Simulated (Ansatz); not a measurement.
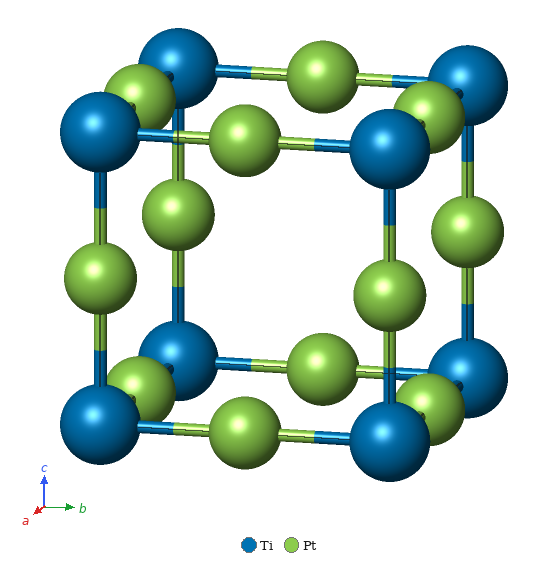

Structure drawing (ball-and-stick), viewed slightly off an axis. The parallelepiped is the conventional unit cell. Cell: a = 4.71 Å, b = 4.71 Å, c = 4.71 Å, α = 90.00°, β = 90.00°, γ = 90.00°.

Provenance: a random cell made by a generator, so it need not be a real form of the compound. Earlier steps of the study may have refined or changed the cell and positions. It was run through Ansatz as a DFT input.

### Give a description of the structure.

The compound is TiPt$_{3}$. Space group Pm-3m (No. 221), lattice primitive cubic. The arrangement is known as ReO₃ type. Atoms per cell: 4 (1 Ti, 3 Pt). Around each Ti lie six Pt in an octahedral arrangement at about 2.4 Å. Pt is linked to two Ti in a linear arrangement at about 2.4 Å. The bonds build a three-dimensional framework.

Setup: DFT PBE, scalar-relativistic, plane waves, PAW (Ansatz); a kinetic-energy cutoff of 420 eV, a 10×10×10 sampling of the Brillouin zone, Gaussian smearing of 0.1 eV, no spin polarisation.

### Does it come out as a metal, or with a gap?

A metal: bands cross the Fermi level.

### List the Bader charges.

Ti +1.30 e; Pt -0.43 e.

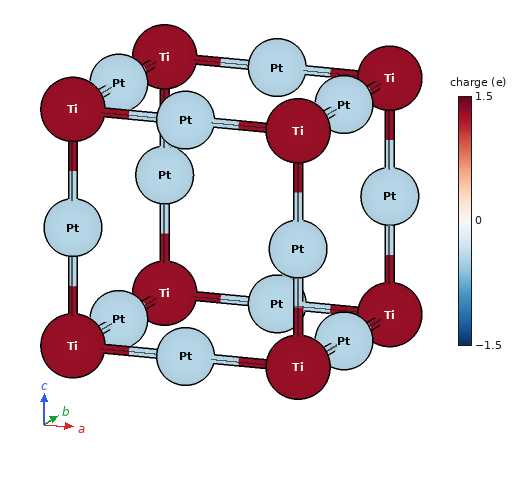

The atoms coloured by those charges. The run's cell of 4 atoms is drawn.

### Can this geometry be taken as optimised?

Yes. All forces vanish to within 0.01 eV/Å. The pressure is 0.0 GPa, close to zero.
